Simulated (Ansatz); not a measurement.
```xyz
2
Lattice="2.7203 0.0000 0.0000 0.0000 2.7203 0.0000 0.0000 0.0000 2.7203" Properties=species:S:1:pos:R:3 pbc="T T T"
Al    0.0000    0.0000    0.0000
Cu    1.3601    1.3601    1.3601
```

Space group Pm-3m; a structure from a database of computed crystals, not necessarily the ambient phase; changed on purpose from its base cell (strain -0.080 along x and y, -0.080 along z, atoms carried along); computed pressure about 58 GPa in this cell; computed without spin polarisation.

These are results of DFT r2SCAN, scalar-relativistic, plane waves, PAW (Ansatz 0.2.0), not measurements.

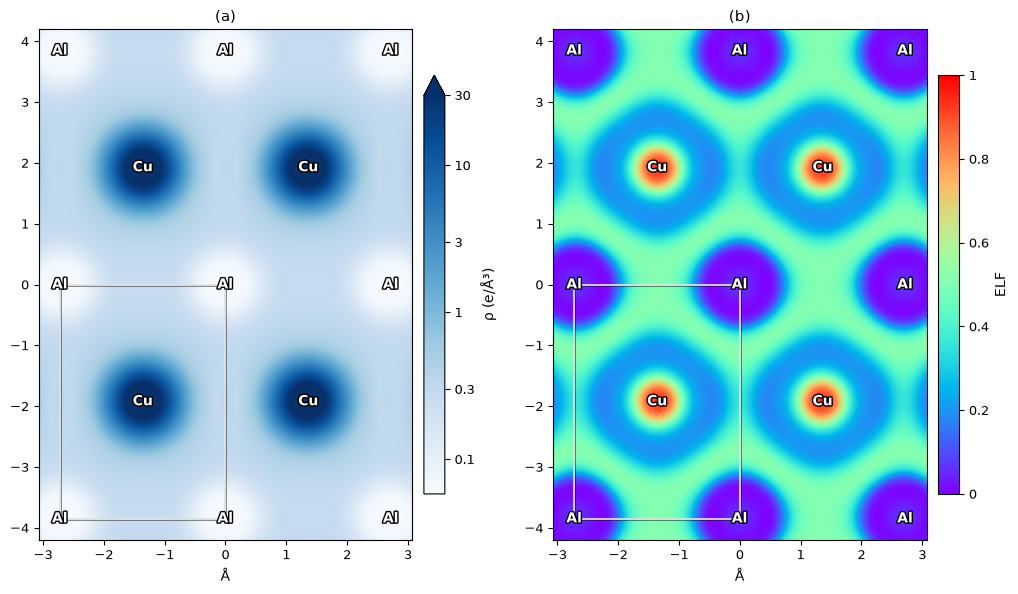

AlCu. (a) valence electron density; (b) electron localisation function on the (11̄0) plane of the conventional cell.

The density is the valence pseudo-density of a PAW calculation; it isn't the true density close to the nuclei.

What do the fields say about this system?

Answer.
- The plane passes through Al and Cu nuclei.
- Al–Cu (2.36 Å): ρ at the midpoint is about 0.37 e/Å³; the ELF is about 0.40 at the midpoint.
- Between the atoms the lowest density in this plane is 0.26 e/Å³.
- The features right at Cu lie inside the PAW spheres, where the map follows smoothed inner orbitals and isn't to be read closely.

Does the calculation give a band gap?

Answer. It is metallic or semimetallic at this level of theory: no gap opens.
